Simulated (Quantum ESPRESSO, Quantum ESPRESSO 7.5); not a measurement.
# 2H-MoS2: a series in the number of layers

What law, if any, do the results for 2H-MoS2 follow against the number of layers?

Calculated with Quantum ESPRESSO 7.5; plane-wave DFT, PBE-D3(BJ), GBRV ultrasoft pseudopotentials.

### 1. Set-up

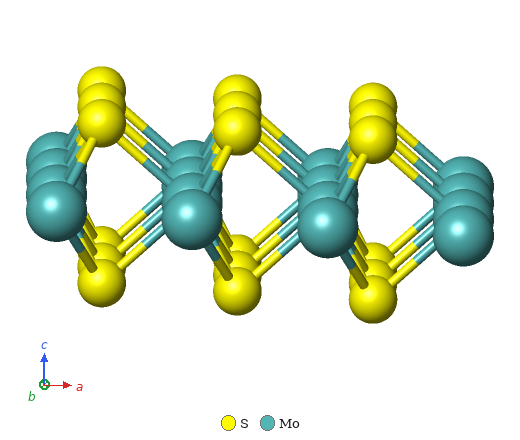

The cell as given, nearly edge on (sulfur yellow, molybdenum teal). 3×3×1 cells are drawn. Bonds to atoms that aren't drawn are left out. Some periodic images of atoms are drawn too.

The cell holds 3 atoms: 2 S and 1 Mo. Its edges and angles: a = 3.180 Å, b = 3.180 Å, c = 19.263 Å, α = 90.0°, β = 90.0°, γ = 120.0°. It derives from MoS2. Vacuum lies along c.

Set-up: Free-standing symmetric slabs with 16 Å of vacuum in the starting cell; all atoms relax without a field to tight forces. A sawtooth field of 0.1 V/Å with dipole correction is then applied with the ions held (f1) and with the ions free (r1). Fixed occupations.

Members 3 and 4 took the same steps and show in the table alone.

### 2. Relaxation with pw.x, 1 layers

What the set-up leaves free in this member is relaxed.

m0.relax.in reads:

```
&control
  prefix = 'm0.relax'
  outdir = './out'
  pseudo_dir = './pseudo'
  nstep = 90
  forc_conv_thr = 6e-05
  calculation = 'relax'
  etot_conv_thr = 1e-07
/
&system
  ibrav = 0
  nat = 3
  ntyp = 2
  ecutwfc = 40
  ecutrho = 200
  vdw_corr = 'grimme-d3'
  dftd3_version = 4
  occupations = 'fixed'
/
&electrons
  conv_thr = 1e-10
  mixing_beta = 0.4
  electron_maxstep = 120
/
&ions
/
ATOMIC_SPECIES
  S   32.0600  s_pbe_v1.4.uspp.F.UPF
  Mo  95.9500  mo_pbe_v1.uspp.F.UPF
CELL_PARAMETERS angstrom
  3.18000000000000 0.00000000000000 0.00000000000000
  -1.59000000000000 2.75396078403451 0.00000000000000
  0.00000000000000 0.00000000000000 19.26259773799958
ATOMIC_POSITIONS crystal
  S   0.333333333300 0.666666666700 0.415312623396
  Mo  0.000000000000 0.000000000000 0.500000000000
  S   0.333333333300 0.666666666700 0.584687376604
K_POINTS automatic
  6 6 1 0 0 0
```

The run is started by

```sh
> OMP_NUM_THREADS=1 mpirun -n 8 pw.x -nk 2 -in m0.relax.in > m0.relax.out
```

What it wrote:

```text
Program PWSCF v.7.5 starts
[citation notice left out]

     Parallel version (MPI & OpenMP), running on       8 processor cores
     Number of MPI processes:                 8
     Threads/MPI process:                     1

     MPI processes distributed on     1 nodes
[...]
Current dimensions of program PWSCF are:
     Max number of different atomic species (ntypx) = 10
     Max number of k-points (npk) =  40000
     Max angular momentum in pseudopotentials (lmaxx) =  4
     Message from routine setup:
     using ibrav=0 with symmetry is DISCOURAGED, use correct ibrav instead

     K-points division:     npool     =       2
     R & G space division:  proc/nbgrp/npool/nimage =       4
     Subspace diagonalization in iterative solution of the eigenvalue problem:
     a serial algorithm will be used

     Parallelization info
     --------------------
     sticks:   dense  smooth     PW     G-vecs:    dense   smooth      PW
     Min         124      99     30                13632     9681    1660
     Max         125     100     31                13659     9688    1683
     Sum         499     397    121                54601    38739    6669

     Using Slab Decomposition

     bravais-lattice index     =            0
     lattice parameter (alat)  =       6.0093  a.u.
     unit-cell volume          =    1138.4038 (a.u.)^3
     number of atoms/cell      =            3
     number of atomic types    =            2
     number of electrons       =        26.00
     number of Kohn-Sham states=           13
     kinetic-energy cutoff     =      40.0000  Ry
     charge density cutoff     =     200.0000  Ry
     scf convergence threshold =      1.0E-10
     mixing beta               =       0.4000
     number of iterations used =            8  plain     mixing
     energy convergence thresh.=      1.0E-07
     force convergence thresh. =      6.0E-05
     Exchange-correlation= SLA  PW   PBE  PBE
                           (   1   4   3   4   0   0   0)
     nstep                     =           90

     celldm(1)=   6.009329  celldm(2)=   0.000000  celldm(3)=   0.000000
     celldm(4)=   0.000000  celldm(5)=   0.000000  celldm(6)=   0.000000

     crystal axes: (cart. coord. in units of alat)
               a(1) = (   1.000000   0.000000   0.000000 )
               a(2) = (  -0.500000   0.866025   0.000000 )
               a(3) = (   0.000000   0.000000   6.057421 )

     reciprocal axes: (cart. coord. in units 2 pi/alat)
               b(1) = (  1.000000  0.577350 -0.000000 )
               b(2) = (  0.000000  1.154701  0.000000 )
               b(3) = (  0.000000 -0.000000  0.165087 )

     PseudoPot. # 1 for S  read from file:
     ./pseudo/s_pbe_v1.4.uspp.F.UPF
     Pseudo is Ultrasoft + core correction, Zval =  6.0
     Generated by new atomic code, or converted to UPF format
     Using radial grid of  907 points,  6 beta functions with:
                l(1) =   0
                l(2) =   0
                l(3) =   1
                l(4) =   1
                l(5) =   2
                l(6) =   2
     Q(r) pseudized with  8 coefficients,  rinner =    1.300   1.300   1.300
                                                       1.300   1.300

     PseudoPot. # 2 for Mo read from file:
     ./pseudo/mo_pbe_v1.uspp.F.UPF
     Pseudo is Ultrasoft + core correction, Zval = 14.0
     Generated by new atomic code, or converted to UPF format
     Using radial grid of  889 points,  6 beta functions with:
                l(1) =   0
                l(2) =   0
                l(3) =   1
                l(4) =   1
                l(5) =   2
                l(6) =   2
     Q(r) pseudized with  6 coefficients,  rinner =    1.000   1.000   1.000
                                                       1.000   1.000

     atomic species   valence    mass     pseudopotential
     S                 6.00    32.06000     S ( 1.00)
     Mo               14.00    95.95000     Mo( 1.00)

     12 Sym. Ops. (no inversion) found

   Cartesian axes

     site n.     atom                  positions (alat units)
         1        S      tau(   1) = (  -0.0000000   0.5773503   2.5157233  )
         2        Mo     tau(   2) = (   0.0000000   0.0000000   3.0287103  )
         3        S      tau(   3) = (  -0.0000000   0.5773503   3.5416974  )

     --------------------------------------------
     DFT-D3 Dispersion Correction (3-body terms):
     --------------------------------------------
       Reference C6 values for interpolation:

         atom   Coordination number   C6
         S          0.000           268.01
         S          0.995           261.99
         S          1.990           251.62
         Mo         0.000          1691.79
         Mo         1.942          1004.01
         Mo        11.056           674.22

       Values used:

         atom   Coordination number  R0_AB[au]  C6      C8
         S          3.605            3.128    251.62  12327.25
         Mo         9.912            3.547    674.22  77634.20
         S          3.605            3.128    251.62  12327.25

         Molecular C6 ( Ry / a.u.^6 ) =      3323.66

     number of k points=     7
                       cart. coord. in units 2pi/alat
        k(    1) = (   0.0000000   0.0000000   0.0000000), wk =   0.0555556
        k(    2) = (   0.0000000   0.1924501   0.0000000), wk =   0.3333333
        k(    3) = (   0.0000000   0.3849002   0.0000000), wk =   0.3333333
        k(    4) = (   0.0000000  -0.5773503   0.0000000), wk =   0.1666667
        k(    5) = (   0.1666667   0.2886751   0.0000000), wk =   0.3333333
        k(    6) = (   0.1666667   0.4811252   0.0000000), wk =   0.6666667
        k(    7) = (   0.3333333   0.5773503   0.0000000), wk =   0.1111111

     Dense  grid:    54601 G-vectors     FFT dimensions: (  27,  27, 180)

     Smooth grid:    38739 G-vectors     FFT dimensions: (  25,  25, 150)

     Estimated max dynamical RAM per process >      32.71 MB

     Estimated total dynamical RAM >     248.32 MB

     Initial potential from superposition of free atoms

     starting charge      25.9989, renormalised to      26.0000

     negative rho (up, down):  2.660E-03 0.000E+00
     Starting wfcs are   21 randomized atomic wfcs

     total cpu time spent up to now is        0.4 secs

     per-process dynamical memory:    39.9 Mb

     Self-consistent Calculation

     iteration #  1     ecut=    40.00 Ry     beta= 0.40
     Davidson diagonalization with overlap
     ethr =  1.00E-02,  avg # of iterations =  2.0

     Threshold (ethr) on eigenvalues was too large:
     Diagonalizing with lowered threshold

[...]
number of bfgs steps    =   1

     energy             old  =    -187.7929938860 Ry
     energy             new  =    -187.7970253173 Ry

     CASE: energy            _new < energy            _old

     new trust radius        =       0.0540028446 bohr
     new conv_thr            =            1.0E-10 Ry

ATOMIC_POSITIONS (crystal)
S                0.3333333333        0.6666666667        0.4181448600
Mo               0.0000000000        0.0000000000        0.5000000000
S                0.3333333333        0.6666666667        0.5818551400

[...]
NEW-OLD atomic charge density approx. for the potential

     negative rho (up, down):  2.743E-03 0.000E+00

     total cpu time spent up to now is       10.5 secs

     per-process dynamical memory:    46.2 Mb

     Self-consistent Calculation

     iteration #  1     ecut=    40.00 Ry     beta= 0.40
     Davidson diagonalization with overlap
     ethr =  1.00E-06,  avg # of iterations =  9.3

     negative rho (up, down):  2.741E-03 0.000E+00

     total cpu time spent up to now is       10.8 secs

     total energy              =    -187.79945698 Ry
     estimated scf accuracy    <       0.00029696 Ry

[...]
iteration # 15     ecut=    40.00 Ry     beta= 0.40
[...]
negative rho (up, down):  2.735E-03 0.000E+00

[...]
End of self-consistent calculation

[...]
highest occupied level (ev):    -0.7655

!    total energy              =    -187.79954182 Ry
     estimated scf accuracy    <          2.8E-11 Ry

     The total energy is the sum of the following terms:
     one-electron contribution =   -1054.25183527 Ry
     hartree contribution      =     527.71614401 Ry
     xc contribution           =     -36.25407297 Ry
     ewald contribution        =     375.05833206 Ry
     DFT-D3 Dispersion         =      -0.06810964 Ry

     convergence has been achieved in  15 iterations

     negative rho (up, down):  2.735E-03 0.000E+00

     Forces acting on atoms (cartesian axes, Ry/au):

     atom    1 type  1   force =    -0.00000000   -0.00000000    0.01357195
     atom    2 type  2   force =     0.00000000    0.00000000    0.00000000
     atom    3 type  1   force =     0.00000000   -0.00000000   -0.01357195

     Total force =     0.019194     Total SCF correction =     0.000013
     Energy error            =      2.5E-03 Ry
     Gradient error          =      1.4E-02 Ry/Bohr

     number of scf cycles    =   3
     number of bfgs steps    =   2

     energy             old  =    -187.7970253173 Ry
     energy             new  =    -187.7995418184 Ry

     CASE: energy            _new < energy            _old

     new trust radius        =       0.0380905534 bohr
     new conv_thr            =            1.0E-10 Ry

ATOMIC_POSITIONS (crystal)
S                0.3333333333        0.6666666667        0.4191912740
Mo               0.0000000000        0.0000000000        0.5000000000
S                0.3333333333        0.6666666667        0.5808087260

[...]
NEW-OLD atomic charge density approx. for the potential

     negative rho (up, down):  2.753E-03 0.000E+00

     total cpu time spent up to now is       13.4 secs

     per-process dynamical memory:    46.2 Mb

[...]
!    total energy              =    -187.80003201 Ry
[...]
Total force =     0.001170     Total SCF correction =     0.000015
[...]
number of bfgs steps    =   3
[...]
energy             new  =    -187.8000320138 Ry
[...]
new trust radius        =       0.0021888675 bohr
[...]
!    total energy              =    -187.80003378 Ry
[...]
Total force =     0.000030     Total SCF correction =     0.000002
[...]
number of bfgs steps    =   4
[...]
energy             new  =    -187.8000337754 Ry
[...]
new trust radius        =       0.0000213053 bohr
[...]
Self-consistent Calculation

     iteration #  1     ecut=    40.00 Ry     beta= 0.40
     Davidson diagonalization with overlap
     ethr =  1.00E-06,  avg # of iterations =  1.0

     Threshold (ethr) on eigenvalues was too large:
     Diagonalizing with lowered threshold

     Davidson diagonalization with overlap
     ethr =  1.75E-12,  avg # of iterations =  5.0

     negative rho (up, down):  2.747E-03 0.000E+00

     total cpu time spent up to now is       18.1 secs

     total energy              =    -187.80003378 Ry
     estimated scf accuracy    <          1.7E-11 Ry

[...]
iteration #  5     ecut=    40.00 Ry     beta= 0.40
[...]
negative rho (up, down):  2.747E-03 0.000E+00

[...]
End of self-consistent calculation

          k = 0.0000 0.0000 0.0000 (  4777 PWs)   bands (ev):

   -61.6674 -35.8036 -35.5936 -35.5936 -14.8850 -13.5618  -6.4000  -3.4102
    -3.4102  -2.5426  -2.2982  -2.2982  -0.7685

          k = 0.0000 0.1925 0.0000 (  4845 PWs)   bands (ev):

   -61.6580 -35.7847 -35.6893 -35.6154 -14.4901 -13.4016  -5.9904  -4.1587
    -3.6972  -3.0031  -2.8460  -1.8516  -1.0579

          k = 0.0000 0.3849 0.0000 (  4842 PWs)   bands (ev):

   -61.6390 -35.8763 -35.7468 -35.6588 -13.5745 -13.0370  -6.0284  -4.9575
    -4.6804  -3.6403  -2.3877  -2.1592  -1.7443

          k = 0.0000-0.5774 0.0000 (  4880 PWs)   bands (ev):

   -61.6296 -35.9679 -35.7278 -35.6803 -13.0122 -12.8244  -6.5542  -5.5605
    -4.8507  -3.9572  -2.6374  -1.7632  -1.4066

          k = 0.1667 0.2887 0.0000 (  4842 PWs)   bands (ev):

   -61.6438 -35.8124 -35.7563 -35.6661 -13.8268 -13.1316  -5.7191  -4.6026
    -4.4568  -3.9660  -2.7569  -1.8115  -1.5655

          k = 0.1667 0.4811 0.0000 (  4888 PWs)   bands (ev):

   -61.6296 -35.9212 -35.7288 -35.7278 -13.0329 -12.8077  -6.0932  -5.6726
    -4.6107  -3.9839  -3.1397  -2.4752  -1.2809

[...]
highest occupied level (ev):    -0.7685

!    total energy              =    -187.80003378 Ry
     estimated scf accuracy    <          1.4E-13 Ry

     The total energy is the sum of the following terms:
     one-electron contribution =   -1059.27541200 Ry
     hartree contribution      =     530.21289045 Ry
     xc contribution           =     -36.28332485 Ry
     ewald contribution        =     377.61422866 Ry
     DFT-D3 Dispersion         =      -0.06841603 Ry

     convergence has been achieved in   5 iterations

     negative rho (up, down):  2.747E-03 0.000E+00

     Forces acting on atoms (cartesian axes, Ry/au):

     atom    1 type  1   force =     0.00000000    0.00000000    0.00001294
     atom    2 type  2   force =     0.00000000    0.00000000    0.00000000
     atom    3 type  1   force =     0.00000000    0.00000000   -0.00001294

     Total force =     0.000018     Total SCF correction =     0.000001
     Energy error            =      7.4E-10 Ry
     Gradient error          =      1.3E-05 Ry/Bohr

     bfgs converged in   6 scf cycles and   5 bfgs steps
     (criteria: energy <  1.0E-07 Ry, force <  6.0E-05 Ry/Bohr)

     End of BFGS Geometry Optimization

     Final energy             =    -187.8000337761 Ry

     File ./out/m0.relax.bfgs deleted, as requested
Begin final coordinates

ATOMIC_POSITIONS (crystal)
S                0.3333333333        0.6666666667        0.4191317273
Mo               0.0000000000        0.0000000000        0.5000000000
S                0.3333333333        0.6666666667        0.5808682727
End final coordinates

[...]
=------------------------------------------------------------------------------=
   JOB DONE.
=------------------------------------------------------------------------------=
[...]
```

Run time: 19 s. Hardware: 8 MPI ranks of Arm Neoverse V2, shared host; peak memory 0.64 GiB.

Step by step:

```tsv
step	energy less that of the first step (eV)	largest force (eV/Å)
1	0.0000	1.2622
2	-0.0548	0.8437
3	-0.0891	0.3489
4	-0.0958	0.0213
5	-0.0958	0.0005
6	-0.0958	0.0003
```

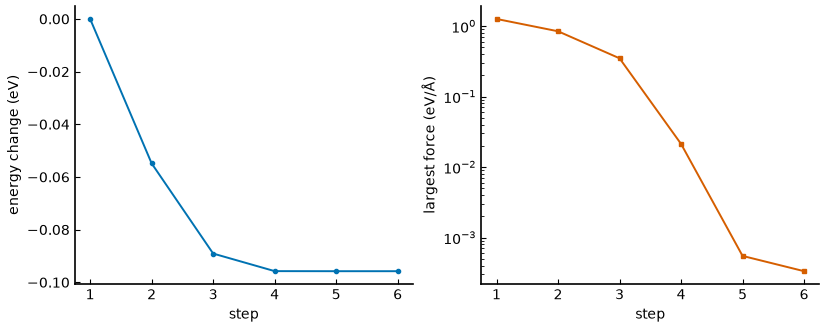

Energy and largest force along the relaxation.

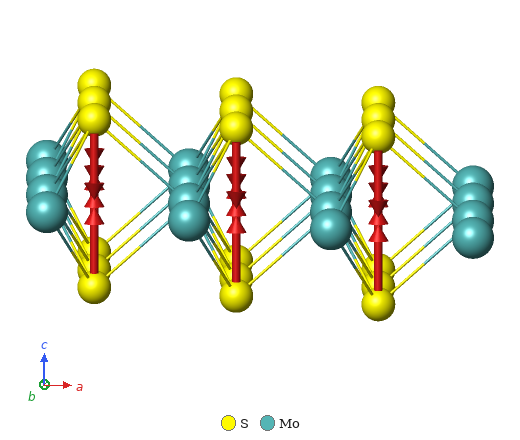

Displacements in the relaxation, exaggerated; the longest in the cell stands for 0.07 Å. Bonds to atoms that aren't drawn are left out. 3×3×1 cells are drawn. Some periodic images of atoms are drawn too.

The atoms that moved most (Å):

```tsv
atom	dx	dy	dz	length
S1	0.000	0.000	0.074	0.074
S3	0.000	0.000	-0.074	0.074
```

The relaxed structure:

```xyz
3
Lattice="3.1800 0.0000 0.0000 -1.5900 2.7540 0.0000 0.0000 0.0000 19.2626" Properties=species:S:1:pos:R:3
S     0.0000    1.8360    8.0736
Mo    0.0000    0.0000    9.6313
S     0.0000    1.8360   11.1890
```

The relaxation lowers the energy by 32 meV an atom.

This step gave:

```
free energy                    : -2555.1496 eV
valence top, on the run's zero : -0.7685 eV
```

(Part 1 of 8 ends here.)

[Logs are printed without paths, hosts, clocks, repeated set-up lines and the standing remarks that a program may print on its own settings, such as how far it seeks lower states.]

[Hosts, paths, dates, database ids (printed as entryN), source tags and the programs' standing remarks are cut or masked in the printed files.]

[Maps of the electrostatic potential energy from Ansatz leave out the sawtooth potential of an applied field or a dipole correction, so their vacuum need not be flat; planar profiles and work functions include it.]
